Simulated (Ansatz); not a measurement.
# Geometry relaxation, with input and output: MoSi$_{2}$ (part 1 of 2)

- system: MoSi$_{2}$ (I4/mmm, 3 atoms in the cell)
- method: DFT PBE, scalar-relativistic, plane waves, PAW, no spin polarisation (Ansatz 0.2.0)

The structure derives from a Materials Project entry. Figures and captions count atoms from 1; the log counts them from 0 in places.

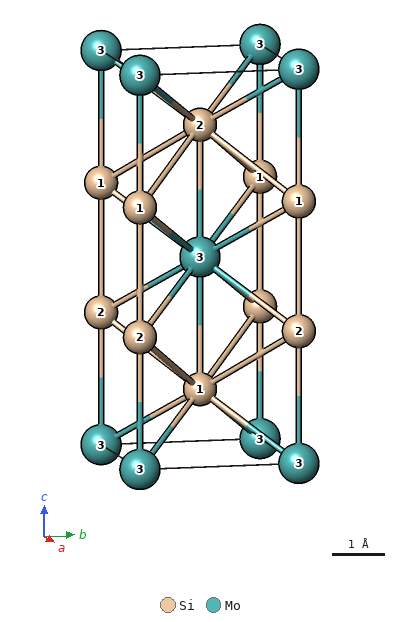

Fig. 1: The input geometry (ball-and-stick view of the cell 2 times as large as that of the calculation, set on its symmetry axes, seen slightly off an axis; atoms are numbered from 1 in the order of the input).

The input
```yaml
crystal:
  lattice:
    - [-1.60213228, 1.60213228, 3.90809598]
    - [1.60213228, -1.60213228, 3.90809598]
    - [1.60213228, 1.60213228, -3.90809598]
  atoms:
    - { symbol: Si, position: [0.66457063, 0.66457063, 0.0] }
    - { symbol: Si, position: [0.33542937, 0.33542937, 0.0] }
    - { symbol: Mo, position: [0.0, 0.0, 0.0] }
basis:
  ecutwfc: 420
kpoints:
  mp_grid: { grid: [18, 18, 18] }
hamiltonian:
  xc: pbe
scf:
  occupations: { method: gaussian, width: 0.1 }
output:
  forces: true
  stress: true
  eigenvalues: true
  write_density: true
  write_potential: true
  elf: true
  volumetric_format: npy
relax:
  adjacent_minimum: "off"
  f_tol: 0.005
  max_steps: 80
  cell: { stress_tol: 0.05 }
```

Hardware: 4 threads of Arm Neoverse V2, 128 GiB of memory available, shared host.

Launch command:
```bash
ansatz run input.yaml --threads 4 --pin off --max-ram 8192MiB --backend cpu --events-out ev --progress --plain --runs-dir out
```

The program's output
```
Engine: ansatz 0.2.0, aarch64-unknown-linux-gnu
Pseudopotentials: kind: paw
Pseudopotential: Si, paw, valence charge 4, recommended cutoff 420 eV (normal), Si.paw.azcp
Pseudopotential: Mo, paw, valence charge 14, recommended cutoff 420 eV (normal), Mo.paw.azcp
Functional definition: PBE
  parameter kappa = 0.804
  parameter beta = 0.06672455060314922
  exchange = pbe_x(kappa = kappa, mu = beta*pi^2/3)
  correlation = pbe_c(beta = beta)
Crystal: 3 atoms, lattice volume = 40.126 Å³
Basis set: ecut = 420 eV, 769 PW (Γ), exchange–correlation on 64×64×64 points (8 copies of the dense FFT grid, shifted against one another)
Bands: 15, of which v1, the nominal top of the filled ones, is band 11 counted from 1 (10 counted from 0)
Symmetry: 16 space group operations
Space group: I4/mmm (ITA 139), of the structure as read, at distance tolerance 3.4e-5 Å
k-points: 480 of 5832
Non-local potential: Si, projectors of the file, l = 0: 2, l = 1: 2, l = 2: 2
Non-local potential: Mo, projectors of the file, l = 0: 3, l = 1: 2, l = 2: 2, l = 3: 1
PAW form: soft (Blöchl's): semilocal exchange-correlation on the pseudo side does not see the compensation charge
PAW one-centre angular grid: Si, 110 points (default); XC on 64 Gauss nodes
PAW one-centre angular grid: Mo, 590 points (default); XC on 64 Gauss nodes
Initial density: superposition of atomic densities (neutral atoms: chi_scale 0, normalization atom), corrected by the library's trained network
Initial wavefunctions: pseudopotential atomic-orbital guess
Functional: x = pbe(κ = 0.804, μ = 0.2195149727645171), c = pbe(β = 0.06672455060314922)
SCF iter   1: F=—  HF=-6229.120313 eV  |F-HF|=—  |Δ(HF+E_count)|=         —  Δρ=4.49e-3  dr2=7.38e-3  ethr=1.77e-3  ⟨swp⟩=5.1  Hψ=40801  notcnv=0
preconditioner: auto → Kerker (q_TF=auto, 2.468 Å⁻¹)  [metal: Δε(μ)=0.005 eV  Ē_g=7.752 eV  σ=0.100 eV  W_gap=0.03  n_scr=10 (ndim 8)  ℏωp=21.9 eV  f_vac=0.000  D(μ)=0.22/eV (n_scr^D=0)]
SCF iter   2: F=—  HF=-6229.119399 eV  |F-HF|=—  |Δ(HF+E_count)|=   9.14e-4  Δρ=2.40e-3  dr2=2.08e-3  ethr=3.36e-5  ⟨swp⟩=1.2  Hψ=11206  notcnv=0
SCF iter   3: F=—  HF=-6229.119038 eV  |F-HF|=—  |Δ(HF+E_count)|=   3.61e-4  Δρ=4.78e-4  dr2=1.70e-4  ethr=9.45e-6  ⟨swp⟩=2.5  Hψ=12170  notcnv=0
SCF iter   4: F=—  HF=-6229.119003 eV  |F-HF|=—  |Δ(HF+E_count)|=   3.48e-5  Δρ=1.40e-4  dr2=6.29e-6  ethr=7.74e-7  ⟨swp⟩=2.3  Hψ=9425  notcnv=0
SCF iter   5: F=—  HF=-6229.119006 eV  |F-HF|=—  |Δ(HF+E_count)|=   2.86e-6  Δρ=2.42e-5  dr2=2.29e-7  ethr=2.86e-8  ⟨swp⟩=2.1  Hψ=10117  notcnv=0
SCF iter   6: F=-6229.119006 eV  HF=-6229.119006 eV  |F-HF|=1.18e-9  |Δ(HF+E_count)|=   8.24e-9  Δρ=4.22e-6  dr2=5.23e-9  ethr=4.55e-10  ⟨swp⟩=8.3  Hψ=45488  notcnv=0
SCF 1 converged in 6 iterations: F = -6229.119006 eV  dr2 = 5.23e-9
  greatest PAW one-centre occupation: 0.998 electrons in one spin orbital (limit 2), on the Mo atom at site 2 (counted from 0), in its partial waves of l = 0
relax step   1: F+E_penalty+E_count = -6229.11900609 eV  Δ(F+E_penalty+E_count) = +0.000e0 eV  max|allowed force component| = 9.046e-2 eV/Å  Δτ_max = 0.0000 Å  P = +3.361 GPa  Ω = 40.126 Å³  (6 SCF iters, dr2 threshold 1.00e-7 eV, accepted)
Crystal: 3 atoms, lattice volume = 40.874 Å³
Basis set: ecut = 420 eV, 793 PW (Γ), exchange–correlation on 64×64×64 points (8 copies of the dense FFT grid, shifted against one another)
Initial density: handed on by an earlier stage of this run
Initial wavefunctions: those handed on with the density
iter 1 solved again at ethr=3.16e-6 eV; its pass at ethr=3.10e-3 eV (dr2=6.94e-4 eV) is discarded
SCF iter   1: F=—  HF=-6229.125725 eV  |F-HF|=—  |Δ(HF+E_count)|=         —  Δρ=1.20e-3  dr2=7.04e-4  ethr=3.16e-6  ⟨swp⟩=1.9  Hψ=45250  notcnv=0
preconditioner: auto → Kerker (q_TF=auto, 2.461 Å⁻¹)  [metal: Δε(μ)=0.010 eV  Ē_g=7.618 eV  σ=0.100 eV  W_gap=0.06  n_scr=10 (ndim 8)  ℏωp=21.7 eV  f_vac=0.000  D(μ)=0.24/eV (n_scr^D=0)]
SCF iter   2: F=—  HF=-6229.125572 eV  |F-HF|=—  |Δ(HF+E_count)|=   1.53e-4  Δρ=6.35e-4  dr2=1.02e-4  ethr=3.16e-6  ⟨swp⟩=2.2  Hψ=8977  notcnv=0
SCF iter   3: F=—  HF=-6229.125558 eV  |F-HF|=—  |Δ(HF+E_count)|=   1.45e-5  Δρ=2.46e-4  dr2=1.94e-5  ethr=4.64e-7  ⟨swp⟩=1.4  Hψ=8934  notcnv=0
SCF iter   4: F=—  HF=-6229.125554 eV  |F-HF|=—  |Δ(HF+E_count)|=   3.34e-6  Δρ=3.60e-5  dr2=3.75e-7  ethr=8.83e-8  ⟨swp⟩=2.3  Hψ=10812  notcnv=0
SCF iter   5: F=-6229.125554 eV  HF=-6229.125554 eV  |F-HF|=4.88e-9  |Δ(HF+E_count)|=   4.85e-8  Δρ=5.67e-6  dr2=1.01e-8  ethr=1.36e-9  ⟨swp⟩=7.8  Hψ=42085  notcnv=0
SCF 2 converged in 5 iterations: F = -6229.125554 eV  dr2 = 1.01e-8
relax step   2: F+E_penalty+E_count = -6229.12555414 eV  Δ(F+E_penalty+E_count) = -6.548e-3 eV  max|allowed force component| = 7.836e-3 eV/Å  Δτ_max = 0.0026 Å  P = -0.695 GPa  Ω = 40.874 Å³  energy of the carried Pulay correction = -1.839e-4 eV  (5 SCF iters, dr2 threshold 3.00e-7 eV, accepted)
Crystal: 3 atoms, lattice volume = 40.737 Å³
iter 1 solved again at ethr=7.71e-8 eV; its pass at ethr=3.10e-3 eV (dr2=1.70e-5 eV) is discarded
SCF iter   1: F=—  HF=-6229.125887 eV  |F-HF|=—  |Δ(HF+E_count)|=         —  Δρ=1.83e-4  dr2=1.47e-5  ethr=7.71e-8  ⟨swp⟩=2.0  Hψ=43450  notcnv=0
preconditioner: auto → Kerker (q_TF=auto, 2.462 Å⁻¹)  [metal: Δε(μ)=0.010 eV  Ē_g=7.644 eV  σ=0.100 eV  W_gap=0.06  n_scr=10 (ndim 8)  ℏωp=21.8 eV  f_vac=0.000  D(μ)=0.23/eV (n_scr^D=0)]
SCF iter   2: F=—  HF=-6229.125887 eV  |F-HF|=—  |Δ(HF+E_count)|=   2.21e-7  Δρ=9.73e-5  dr2=2.05e-6  ethr=6.68e-8  ⟨swp⟩=2.2  Hψ=9156  notcnv=0
SCF iter   3: F=—  HF=-6229.125887 eV  |F-HF|=—  |Δ(HF+E_count)|=   1.72e-7  Δρ=4.07e-5  dr2=4.38e-7  ethr=1.36e-9  ⟨swp⟩=8.9  Hψ=47379  notcnv=0
SCF iter   4: F=-6229.125887 eV  HF=-6229.125887 eV  |F-HF|=3.78e-9  |Δ(HF+E_count)|=   3.77e-8  Δρ=4.63e-6  dr2=8.88e-9  ethr=1.36e-9  ⟨swp⟩=8.1  Hψ=43880  notcnv=0
SCF 3 converged in 4 iterations: F = -6229.125887 eV  dr2 = 8.88e-9
relax step   3: F+E_penalty+E_count = -6229.12588652 eV  Δ(F+E_penalty+E_count) = -3.324e-4 eV  max|allowed force component| = 7.384e-4 eV/Å  Δτ_max = 0.0001 Å  P = -0.010 GPa  Ω = 40.737 Å³  energy of the carried Pulay correction = -1.505e-4 eV  (4 SCF iters, dr2 threshold 3.00e-7 eV, accepted)
Crystal: 3 atoms, lattice volume = 40.735 Å³
iter 1 solved again at ethr=4.46e-9 eV; its pass at ethr=3.10e-3 eV (dr2=9.81e-7 eV) is discarded
SCF iter   1: F=—  HF=-6229.125885 eV  |F-HF|=—  |Δ(HF+E_count)|=         —  Δρ=3.92e-5  dr2=1.25e-6  ethr=4.46e-9  ⟨swp⟩=2.0  Hψ=42967  notcnv=0
SCF iter   2: F=—  HF=-6229.125889 eV  |F-HF|=—  |Δ(HF+E_count)|=   3.20e-6  Δρ=2.03e-5  dr2=3.08e-7  ethr=4.46e-9  ⟨swp⟩=2.2  Hψ=9252  notcnv=0
SCF iter   3: F=—  HF=-6229.125888 eV  |F-HF|=—  |Δ(HF+E_count)|=   9.83e-8  Δρ=7.28e-6  dr2=5.17e-8  ethr=1.40e-9  ⟨swp⟩=2.5  Hψ=10976  notcnv=0
SCF iter   4: F=-6229.125888 eV  HF=-6229.125888 eV  |F-HF|=2.25e-10  |Δ(HF+E_count)|=   1.40e-8  Δρ=1.46e-6  dr2=5.48e-10  ethr=5.18e-11  ⟨swp⟩=7.0  Hψ=36750  notcnv=0
SCF 4 converged in 4 iterations: F = -6229.125888 eV  dr2 = 5.48e-10
relax step   4: F+E_penalty+E_count = -6229.12588840 eV  Δ(F+E_penalty+E_count) = -1.880e-6 eV  max|allowed force component| = 2.775e-3 eV/Å  Δτ_max = 0.0002 Å  P = +0.002 GPa  Ω = 40.735 Å³  energy of the carried Pulay correction = -1.499e-4 eV  (4 SCF iters, dr2 threshold 1.14e-8 eV, accepted)
Initial wavefunctions: pseudopotential atomic-orbital guess (no wavefunctions were taken with the density)
iter 1 solved again at ethr=2.43e-8 eV; its pass at ethr=3.10e-3 eV (dr2=5.34e-6 eV) is discarded
SCF iter   1: F=—  HF=-6229.126036 eV  |F-HF|=—  |Δ(HF+E_count)|=         —  Δρ=7.04e-5  dr2=6.73e-8  ethr=2.43e-8  ⟨swp⟩=3.1  Hψ=62694  notcnv=0
SCF iter   2: F=—  HF=-6229.126041 eV  |F-HF|=—  |Δ(HF+E_count)|=   5.32e-6  Δρ=3.58e-5  dr2=1.71e-8  ethr=3.06e-10  ⟨swp⟩=2.1  Hψ=11396  notcnv=0
SCF iter   3: F=—  HF=-6229.126042 eV  |F-HF|=—  |Δ(HF+E_count)|=   7.84e-7  Δρ=1.68e-6  dr2=1.08e-9  ethr=7.75e-11  ⟨swp⟩=2.0  Hψ=12431  notcnv=0
SCF iter   4: F=-6229.126042 eV  HF=-6229.126042 eV  |F-HF|=1.82e-12  |Δ(HF+E_count)|=  7.00e-10  Δρ=3.03e-7  dr2=2.18e-11  ethr=1.00e-12  ⟨swp⟩=4.5  Hψ=34265  notcnv=0
SCF 5 converged in 4 iterations: F = -6229.126042 eV  dr2 = 2.18e-11
relax step   5: F+E_penalty+E_count = -6229.12604201 eV  Δ(F+E_penalty+E_count) = -1.536e-4 eV  max|allowed force component| = 2.791e-3 eV/Å  Δτ_max = 0.0000 Å  P = +0.006 GPa  Ω = 40.735 Å³  stress off target by 9.70e-3 GPa  SCF on the basis re-selected at this cell (its energy is not comparable with the rows above)  (4 SCF iters)
```

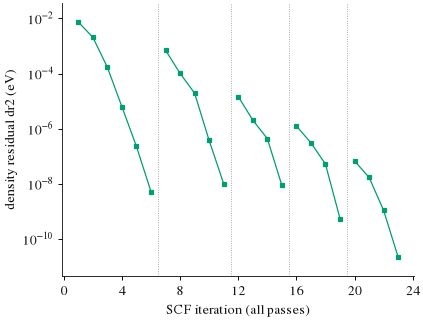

Fig. 2: Convergence of the self-consistent field: density residual dr2 against the SCF iteration. The dotted lines part the SCF passes of the relaxation: geometry steps, rejected trials and re-solves on a re-selected basis. The 5 passes take 4 to 6 iterations each, 23 in all.

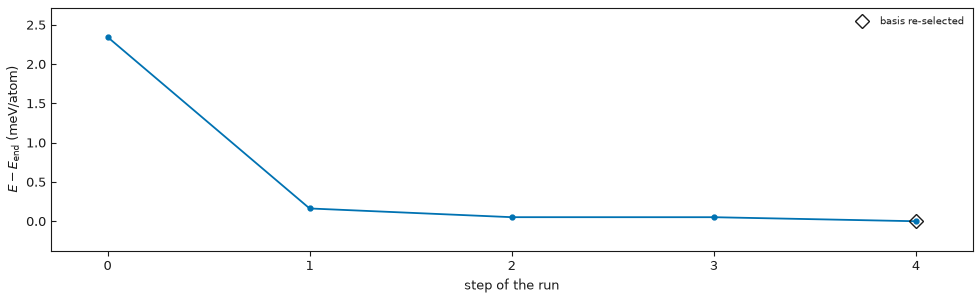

Fig. 3: Progress of the relaxation, step by step (the first geometry is step 0 here and step 1 in the log).
